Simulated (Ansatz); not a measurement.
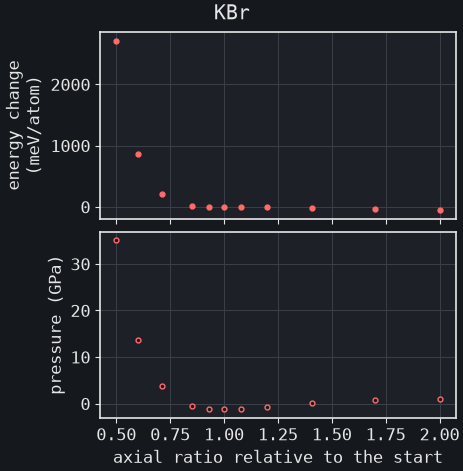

The figure shows the energy change and pressure against relative axial ratio for KBr, space group Pm-3m (No. 221).

Starting cell:
```xyz
2
Lattice="4.0435 0.0000 0.0000 0.0000 4.0435 0.0000 0.0000 0.0000 4.0435" Properties=species:S:1:pos:R:3 pbc="T T T"
K     0.0000    0.0000    0.0000
Br    2.0217    2.0217    2.0217
```

Calculation (Ansatz 0.2.0): deformation of a crystal at fixed volume, lengths along the axis scaled against those across it, fractional coordinates fixed, by plane-wave density functional theory with PAW datasets, free energies less that of the undisturbed cell, pressure positive in compression; scalar-relativistic. Level: PBEsol, no spin polarisation.

| setting | value |
| --- | --- |
| wave cutoff | 420 eV |
| k mesh | 6×6×6 |
| occupations | Gaussian |
| smearing width | 0.05 eV |
| k shift | (0, 0, 0) (mesh steps) |
| start | as given |
| path | trigonal |
| axis direction | (0.5774, 0.5774, 0.5774) (Cartesian unit vector) |

Q: Where does the curve of the energy change have its lowest point?

A: The lowest computed point is at relative axial ratio 2.00 (−53 meV/atom), at the edge of the range, so the minimum may lie beyond it.

Q: What does the pressure do across the range?

A: It goes from 35.1 GPa at relative axial ratio 0.50 to 1.1 GPa at 2.00, not monotonically, with a low of −1.2 GPa at 1.00, and changes sign near 0.83 and 1.39.

Note: gap closes along the scan on a mesh chosen for the insulator; reference crystal is not relaxed.

The computed values:

```tsv
axial ratio relative to the start	energy change (meV/atom)	pressure (GPa)
0.50	2711	35.1
0.60	866	13.6
0.71	217	3.7
0.85	22	-0.5
0.93	3	-1.1
1.00	0	-1.2
1.08	1	-1.1
1.20	0	-0.7
1.41	-14	0.1
1.70	-40	0.8
2.00	-53	1.1
```
